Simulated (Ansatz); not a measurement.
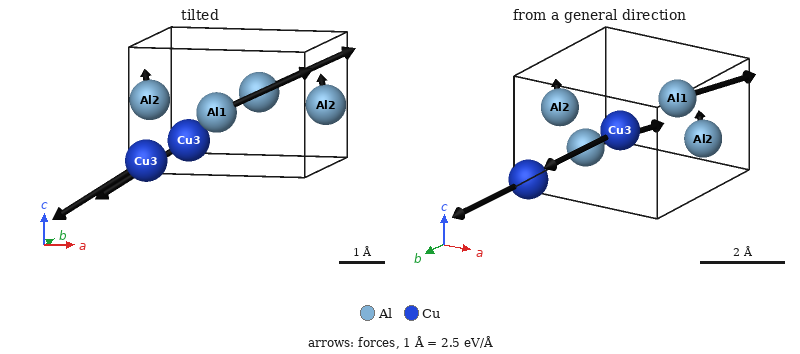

The crystal in a spheres-only representation, seen slightly off an axis and from a general direction. One simulation cell is framed, with atoms on its boundary repeated. The arrows are the computed forces on the atoms.

System: Al$_{2}$Cu. Method: Ansatz, DFT PBEsol, scalar-relativistic, plane waves, PAW; a cutoff energy of 420 eV, k-points on a 12×12×16 grid, Gaussian smearing of 0.15 eV, no spin polarisation.

**Is the structure at rest?**

No. The atoms still feel forces of up to about 5.4 eV/Å, far above a usual threshold of 0.01 to 0.03 eV/Å.

The cell started as a structure listed in the Materials Project. The cell was then strained or its atoms displaced on purpose. A calculation with Ansatz used it as input.
